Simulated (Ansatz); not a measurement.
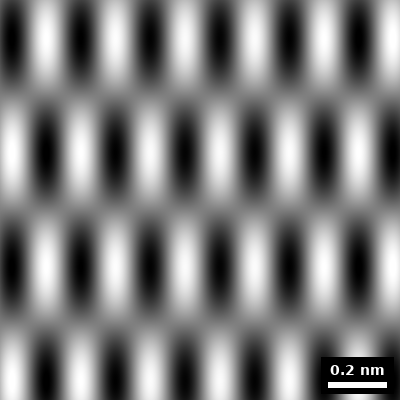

Phase-contrast TEM-like image of Ti (P6/mmm, No. 191) along [101]. Simulated in the weak-phase-object approximation with neutral-atom potentials: 200 kV, Cs = 0.50 mm, defocus −425 Å (negative is underfocus), defocus spread 20 Å, aperture 0.51 1/Å. Structure used: the geometry given to an electronic-structure calculation, possibly off equilibrium; the starting structure was generated, so it need not be a known form of this composition.

**Do the atom columns appear dark or bright, and why?**

Dark. With positive Cs and underfocus sin χ is negative over the pass band, so the strongest columns (Ti) come out darker than the background.

**What point resolution do these settings give, and which lattice spacings pass?**

About 2.0 Å (0.66 |Cs|^(1/4) λ^(3/4) with λ = 0.0251 Å). The spacings that carry visible contrast are {101} at 2.32 Å. Columns 1.33 Å apart are closer than that and merge.
